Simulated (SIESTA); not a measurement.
# A series of single points on Zr3S2

System: Zr3S2 (R32, 5 atoms in the cell).
Method: Kohn-Sham DFT of a periodic cell, LDA, PseudoDojo 0.4 standard, converted to PSML, no spin polarisation (SIESTA 5.4.2).

The 7 runs differ only in the geometry, by an even scaling of the cell at fixed fractional positions. The structure derives from a Materials Project entry.

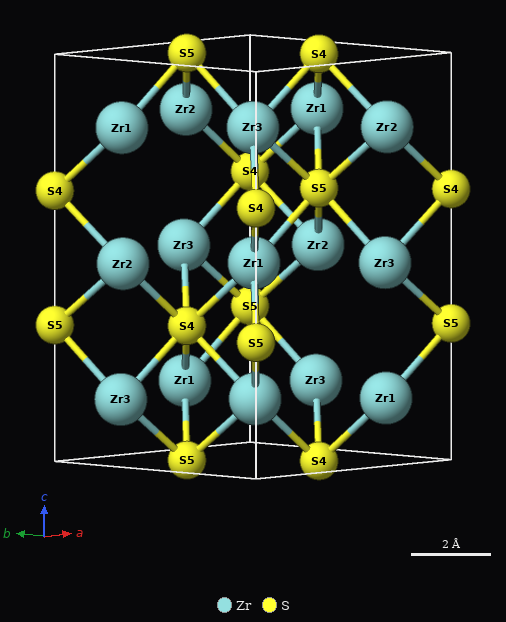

Figure 1. The structure of run 4 (ball-and-stick view of the cell 3 times as large as that of the calculation, set on its symmetry axes, seen at an oblique angle; atoms are numbered from 1 in the order of the input). An atom can appear more than once, as a periodic image.

### Input of run 4
```
SystemName                      Zr3S2
SystemLabel                     Zr3S2
NumberOfSpecies                 2
NumberOfAtoms                   5
%block ChemicalSpeciesLabel
  1  40 Zr
  2  16 S
%endblock ChemicalSpeciesLabel

LatticeConstant                 1.0 Ang
%block LatticeVectors
     2.9025379727     1.6757810799     3.4877732718
    -2.9025379727     1.6757810799     3.4877732718
     0.0000000000    -3.3515621597     3.4877732718
%endblock LatticeVectors
AtomicCoordinatesFormat         Fractional
%block AtomicCoordinatesAndAtomicSpecies
     0.8387270000     0.5000000000     0.1612730000  1  Zr
     0.5000000000     0.1612730000     0.8387270000  1  Zr
     0.1612730000     0.8387270000     0.5000000000  1  Zr
     0.6650230000     0.6650230000     0.6650230000  2  S
     0.3349770000     0.3349770000     0.3349770000  2  S
%endblock AtomicCoordinatesAndAtomicSpecies

%block kgrid.MonkhorstPack
    4   0   0  0.0
    0   4   0  0.0
    0   0   4  0.0
%endblock kgrid.MonkhorstPack
XC.Functional                   LDA
XC.Authors                      PW92
PAO.BasisSize                   DZP
PAO.EnergyShift                 0.003 Ry
Mesh.Cutoff                     800 Ry
OccupationFunction              FD
ElectronicTemperature           0.05 eV
MaxSCFIterations                120
SCF.MustConverge                false
SCF.Mixer.Method                Pulay
SCF.Mixer.Weight                0.25
SCF.Mixer.History               8
SCF.DM.Tolerance                5.0e-05
SCF.H.Tolerance                 1.0e-03 eV
WriteForces                     true
Charge.Mulliken                 end
%block PAO.Basis
  Zr 5
  n=4 0 2
    3.504 0.000
  n=5 0 2
    8.951 0.000
  n=4 1 2
    4.065 0.000
  n=5 1 1
    8.951
  n=4 2 2
    7.326 0.000
%endblock PAO.Basis
```

Command:
```bash
siesta < Zr3S2.fdf > Zr3S2.out 2>&1
```

Lattice vectors (Å) and fractional positions of run 4:
```
   2.902538    1.675781    3.487773
  -2.902538    1.675781    3.487773
   0.000000   -3.351562    3.487773
Zr  0.838727  0.500000  0.161273
Zr  0.500000  0.161273  0.838727
Zr  0.161273  0.838727  0.500000
S   0.665023  0.665023  0.665023
S   0.334977  0.334977  0.334977
```

Run 2 differs from it as follows:
```diff
-     2.9025379727     1.6757810799     3.4877732718
-    -2.9025379727     1.6757810799     3.4877732718
-     0.0000000000    -3.3515621597     3.4877732718
+     2.8633096778     1.6531326133     3.4406354222
+    -2.8633096778     1.6531326133     3.4406354222
+     0.0000000000    -3.3062652264     3.4406354222
```

### Results, with one run withheld

```tsv
run	volume per atom (Å³)	free energy per atom, from the lowest run given (meV)	pressure (GPa)
1	19.136	0.00	1.75
2	19.543	?	?
3	19.950	5.58	−3.74
4	20.358	18.09	−6.05
5	20.765	36.18	−8.13
6	21.172	59.24	−9.98
7	21.579	86.77	−11.64
```

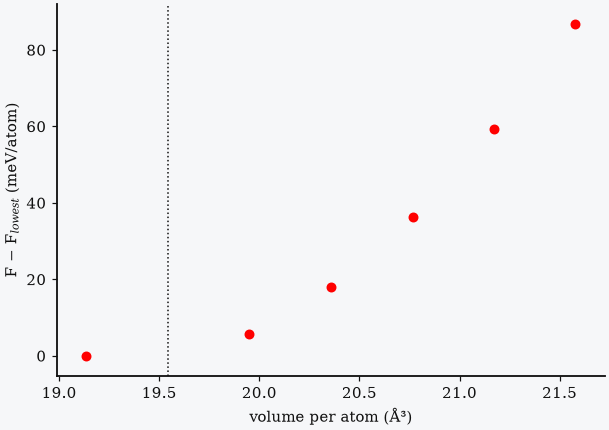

Figure 2. Free energy per atom of the runs given; the dotted line marks run 2.

What should run 2 give?

A cubic polynomial in V^(−2/3) (the Birch–Murnaghan form), fitted to the 6 runs given, misses them by at most 0.01 meV per atom. With x = V^(−2/3) − 0.13365 Å⁻², it reads F = 22.405 − 9512.8 x + 9.4975e+05 x² + 9.9608e+05 x³ (meV per atom). At run 2 it gives −0.69 meV per atom, and the run itself gives −0.69. The slope of the fit gives a pressure −dF/dV of −1.15 GPa there, and the run prints −1.15 GPa. The fit has its minimum at 19.376 Å³ per atom, where V d²F/dV² gives 136 GPa. Cell shape and fractional positions are held, so this is the stiffness under even scaling; the relaxed bulk modulus wasn't computed.

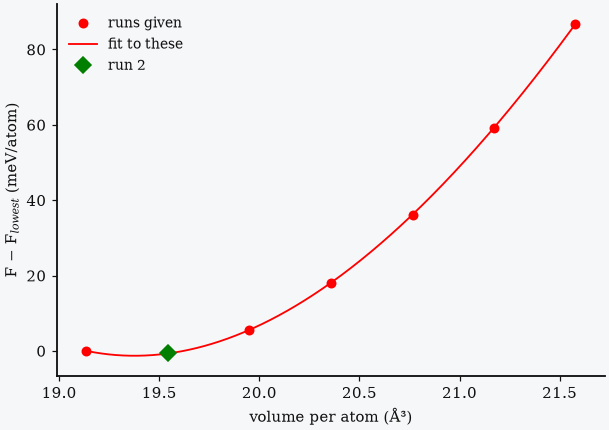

Figure 3. The fit and the withheld run.

### Some lines of the output (run 2)
```
[...]
outcell: Cell volume (Ang**3)        :     97.7161
stepf: Fermi-Dirac step function
siesta: Etot    =     -4743.671724
siesta: FreeEng =     -4743.684413
        iscf     Eharris(eV)        E_KS(eV)     FreeEng(eV)     dDmax    Ef(eV) dHmax(eV)
siesta: E_KS(eV) =            -4744.2252
siesta: E_KS - E_eggbox =     -4744.2252
siesta: Etot    =     -4744.225166
siesta: FreeEng =     -4744.241907
siesta:         Fermi =      -5.793414
siesta: Cell volume =         97.716054 Ang**3
    Orbital volume contribution        =           6.569690 eV
```

Notes: Points of doubt noted for this run: mulliken charges of long orbitals. With a small basis of atomic orbitals these values can differ much from converged plane-wave results.
